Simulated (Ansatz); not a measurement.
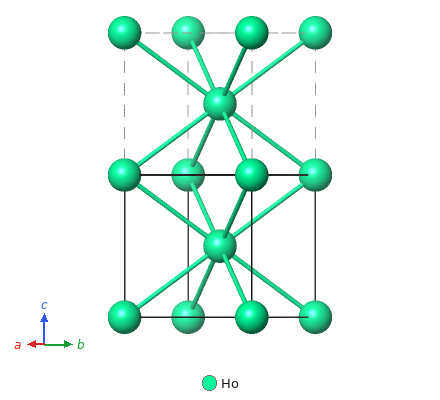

The structure, seen along [210]; the drawing may span several cells.

Given this structure, the input geometry of an electronic-structure calculation (not necessarily at equilibrium); the starting structure was generated, so it need not be a known form of this composition, written in its standard cell:

```cif
data_structure
_symmetry_space_group_name_H-M 'P 1'
_symmetry_Int_Tables_number 1
_cell_length_a 3.9661
_cell_length_b 3.9661
_cell_length_c 3.9661
_cell_angle_alpha 90.000
_cell_angle_beta 90.000
_cell_angle_gamma 90.000
_cell_volume 62.38
loop_
_atom_site_label
_atom_site_type_symbol
_atom_site_fract_x
_atom_site_fract_y
_atom_site_fract_z
_atom_site_occupancy
Ho1 Ho 0.00000 0.00000 0.00000 1
Ho2 Ho 0.50000 0.50000 0.50000 1
```

Predict the [210] zone-axis pattern (120 kV, kinematic, B = 1 Å²).

The spots form a centred rectangular net whose two shortest vectors correspond to d = 1.98 Å and 1.62 Å, 65.9° apart. They are 0 0 2 and 1 -2 1. The pattern has symmetry 2mm. The lattice centring (I) removes all reflections that break h + k + l = 2n.

Strongest reflections with d > 0.80 Å, one of each family (|F|² from tabulated Gaussian fits of the electron scattering factors, times a small damping for the curvature of the Ewald sphere):

```
   hkl  d (Å)  I (strongest = 100)
 0 0 2  1.983                  100
1 -2 1  1.619                   65
1 -2 3  1.060                   21
 0 0 4  0.992                   16
2 -4 0  0.887                   11
2 -4 2  0.810                    7
```

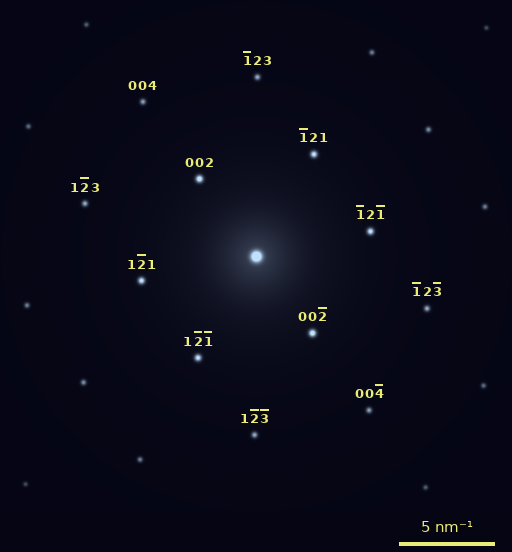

Calculated pattern, seen from the source side with [210] pointing towards the source.
